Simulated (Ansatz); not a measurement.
Cell and atoms:

```
CELL_PARAMETERS angstrom
5.57956 0.00000 0.00000
0.00000 5.57956 0.00000
0.00000 0.00000 3.39946
ATOMIC_POSITIONS crystal
Zr 0.29657 0.29657 0.00000
Zr 0.70343 0.70343 0.00000
Zr 0.79657 0.20343 0.50000
Zr 0.20343 0.79657 0.50000
N 0.00000 0.00000 0.00000
N 0.50000 0.50000 0.50000
```

Work out the structure from the coordinates.

Answer. It has the composition Zr₂N. The symmetry is that of P4_2/mnm (No. 136), on a primitive tetragonal lattice. With Z = 2, the cell contains 4 Zr, 2 N. Counting atoms within bonding range gives coordination numbers of Zr 14 and N 6.

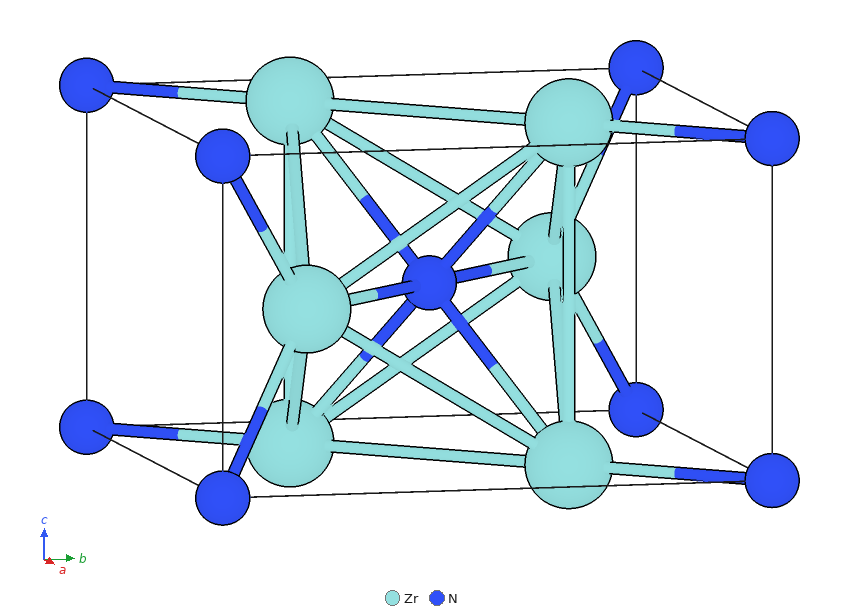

A ball-and-stick rendering, viewed slightly off an axis. The wireframe shows the conventional unit cell.

The initial geometry was a structure listed in the Materials Project. The cell was then strained or its atoms displaced on purpose. Ansatz was used for an electronic-structure calculation on it.

At this level of theory the run's own cell isn't at rest (stretched, at -14 GPa), so its distances can differ from those at equilibrium, the more so the softer the solid.
